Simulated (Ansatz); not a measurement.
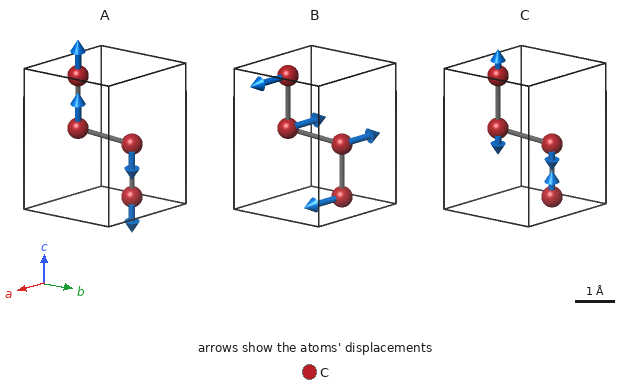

Three optical modes of solid C relaxed at 11 GPa at the zone centre, in no order (one member of each degenerate set). The blue arrows give the relative displacements of the atoms. Style: ball-and-stick. Shown: the cell of the calculation, from a free direction.

Method: DFT LDA, scalar-relativistic, plane waves, PAW in Ansatz. Settings: plane-wave cutoff 420 eV; k-point mesh 12 × 12 × 6; occupations fixed; target pressure 11 GPa; no spin polarisation.

Frequencies are those without the non-analytic (LO–TO) term.

> Rank the modes by frequency, softest first.

B (533 cm⁻¹), C (1113 cm⁻¹), A (1275 cm⁻¹). B, E₂u: All motion is along a; atoms of one kind move against one another, with no net shift of their sublattice; the C–C bond lengths don't change to first order, so for these it is a bending, tilting or sliding motion. C, B₂u: All motion is along c; atoms of one kind move against one another, with no net shift of their sublattice; of the bonds it mainly stretches C–C, some lengthening while others shorten. A, B₁g: All motion is along c; atoms of one kind move against one another, with no net shift of their sublattice; it mainly bends the C–C bonds.
